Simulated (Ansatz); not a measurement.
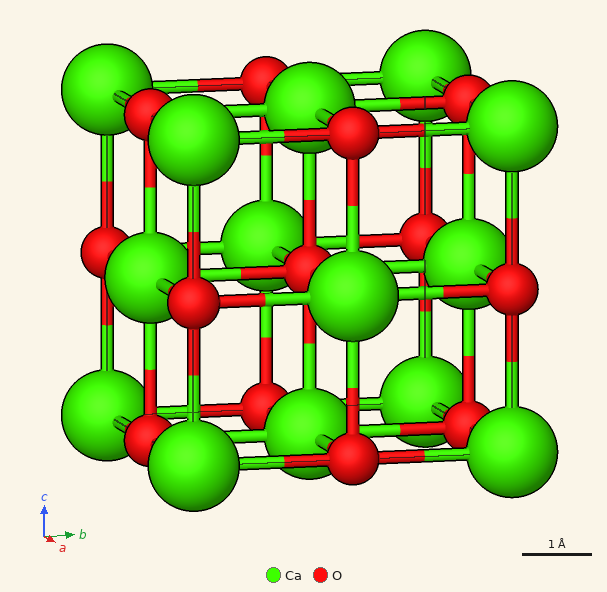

Shown here is a ball-and-stick view of the crystal, taken slightly off an axis. One conventional unit cell is framed, with atoms on its boundary repeated. Cell: a = 4.83 Å, b = 4.83 Å, c = 4.83 Å, α = 90.00°, β = 90.00°, γ = 90.00°.

Origin of the cell: a structure type filled with these elements by a generator (whether the compound takes this form wasn't checked). Earlier steps of the study may have refined or changed the cell and positions. Ansatz was used for an electronic-structure calculation on it.

**What structure is drawn here?**

It has the composition CaO. The symmetry is that of Fm-3m (No. 225), on a face-centred cubic lattice. Its structure type: rock salt (NaCl type). The cell has 8 atoms, namely 4 Ca, 4 O. The coordination shell of Ca holds six O in an octahedral arrangement at about 2.4 Å. About every O there are six Ca in an octahedral arrangement at about 2.4 Å. The bonds build a three-dimensional framework.

Computed with DFT PBE, scalar-relativistic, plane waves, PAW (Ansatz). Settings: a basis cut at 420 eV, k-points about 0.28 Å⁻¹ apart, Gaussian smearing of 0.02 eV, no spin polarisation.

**Classify it as metallic or gapped, with the value.**

An insulator at this level, with a gap of 3.66 eV, indirect.

**How charged are the atoms, by the Bader scheme?**

Ca +1.48 e; O -1.48 e.

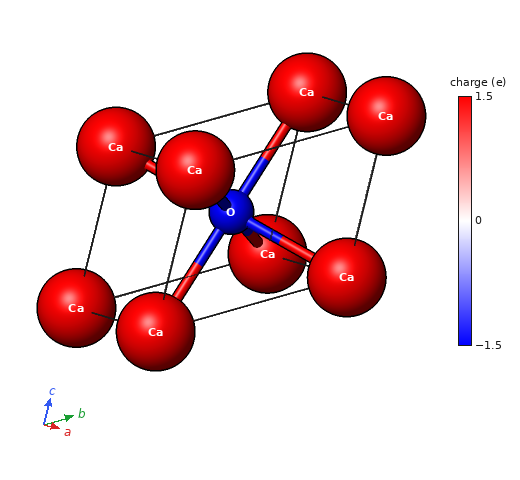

The atoms coloured by those charges. The run's cell of 2 atoms is drawn, so axes and origin can differ from the first picture.

**Can this geometry be taken as optimised?**

Yes. All forces vanish to within 0.01 eV/Å. The pressure is 0.0 GPa, close to zero.
